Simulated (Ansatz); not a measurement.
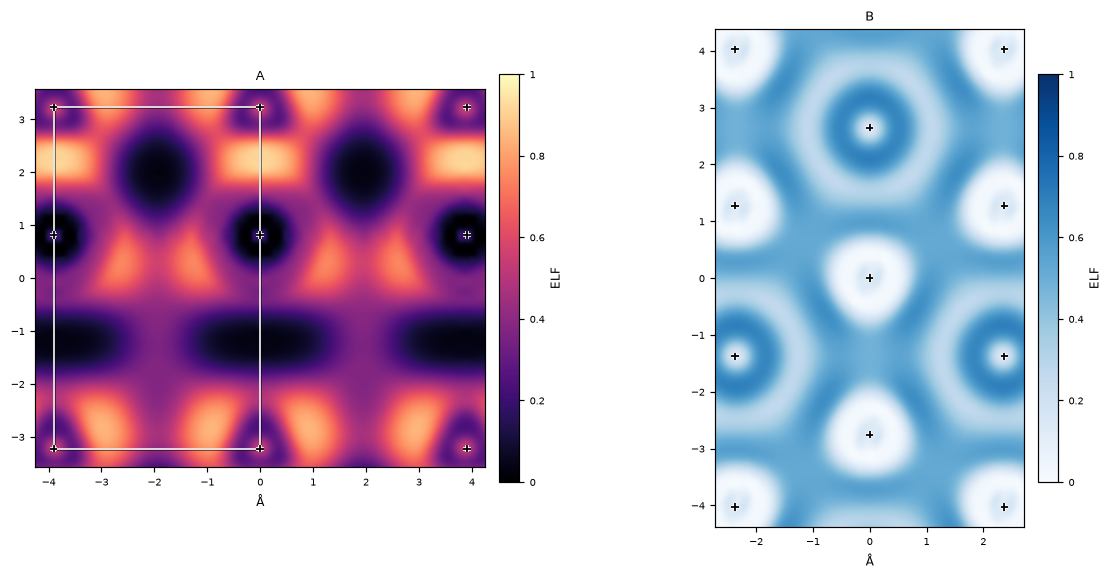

The ELF of 2 systems, each on a plane through atoms (crosses mark nuclei in the plane).

Computed with DFT LDA, scalar-relativistic, plane waves, PAW in Ansatz 0.2.0.

System 1: SiGe, the (100) plane of the conventional cell. Space group P6₃mc; a structure from a database of computed crystals, not necessarily the ambient phase; computed pressure about −2 GPa in this cell.

```yaml
crystal:
  lattice:
    - [3.90445, 0.00000, 0.00000]
    - [-1.95223, 3.38135, 0.00000]
    - [0.00000, 0.00000, 6.45078]
  atoms:
    - { symbol: Si, position: [0.66667, 0.33333, 0.87461] }
    - { symbol: Si, position: [0.33333, 0.66667, 0.37461] }
    - { symbol: Ge, position: [0.66667, 0.33333, 0.50039] }
    - { symbol: Ge, position: [0.33333, 0.66667, 0.00039] }
```

System 2: Al2Ru, the (001) plane of the conventional cell. Space group Fddd; a structure from a database of computed crystals, not necessarily the ambient phase; computed pressure about −8 GPa in this cell; computed without spin polarisation.

```cif
data_structure
_symmetry_space_group_name_H-M 'P 1'
_symmetry_Int_Tables_number 1
_cell_length_a 4.7381
_cell_length_b 8.0526
_cell_length_c 8.8354
_cell_angle_alpha 90.000
_cell_angle_beta 90.000
_cell_angle_gamma 90.000
_cell_volume 337.11
loop_
_atom_site_label
_atom_site_type_symbol
_atom_site_fract_x
_atom_site_fract_y
_atom_site_fract_z
_atom_site_occupancy
Al1 Al 0.25000 0.07901 0.25000 1
Al2 Al 0.75000 0.57901 0.25000 1
Al3 Al 0.75000 0.07901 0.75000 1
Al4 Al 0.25000 0.57901 0.75000 1
Al5 Al 0.25000 0.42099 0.25000 1
Al6 Al 0.75000 0.92099 0.25000 1
Al7 Al 0.75000 0.42099 0.75000 1
Al8 Al 0.25000 0.92099 0.75000 1
Al9 Al 0.00000 0.17099 0.00000 1
Al10 Al 0.50000 0.67099 0.00000 1
Al11 Al 0.50000 0.17099 0.50000 1
Al12 Al 0.00000 0.67099 0.50000 1
Al13 Al 0.50000 0.32901 0.00000 1
Al14 Al 0.00000 0.82901 0.00000 1
Al15 Al 0.00000 0.32901 0.50000 1
Al16 Al 0.50000 0.82901 0.50000 1
Ru1 Ru 0.75000 0.25000 0.25000 1
Ru2 Ru 0.25000 0.75000 0.25000 1
Ru3 Ru 0.25000 0.25000 0.75000 1
Ru4 Ru 0.75000 0.75000 0.75000 1
Ru5 Ru 0.50000 0.00000 0.00000 1
Ru6 Ru 0.00000 0.50000 0.00000 1
Ru7 Ru 0.00000 0.00000 0.50000 1
Ru8 Ru 0.50000 0.50000 0.50000 1
```

Q: Match each panel to its system.

A: Panel A is system 1, SiGe: the plane holds Si and Ge. Si–Ge (2.41 Å): the ELF peaks at about 0.90 between the atoms; a shared electron pair. Panel B is system 2, Al2Ru: the plane holds Al and Ru. Al–Ru (2.65 Å): the ELF is about 0.40 at the midpoint.
